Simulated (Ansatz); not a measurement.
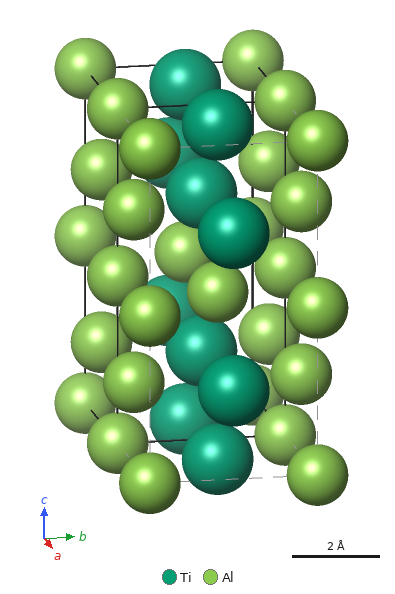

Drawn in the spheres-only manner and seen slightly off an axis. A block of 2×1×1 cells is shown, with one conventional unit cell in solid outline. Cell: a = 3.852 Å, b = 3.956 Å, c = 7.989 Å, α = 90.00°, β = 90.00°, γ = 90.00°.

Describe the crystal.

- The solid is Ti$_{3}$Al$_{5}$.
- It is primitive orthorhombic, space group Pmmm (No. 47).
- With Z = 1, the cell contains 3 Ti, 5 Al.
- Ti takes two kinds of site: 2r with ten Al and two Ti (about 2.7 to 2.9 Å to Al, 2.9 Å to Ti); 1f with eight Al and four Ti in a cuboctahedral arrangement (about 2.8 Å to Al, 2.9 Å to Ti).

The structure was taken from a structure listed in the Materials Project. Earlier steps of the study, as a rule a relaxation of our own, may have changed the cell and positions, so they can lie some per cent off the listed ones. It was the input of a calculation with Ansatz.
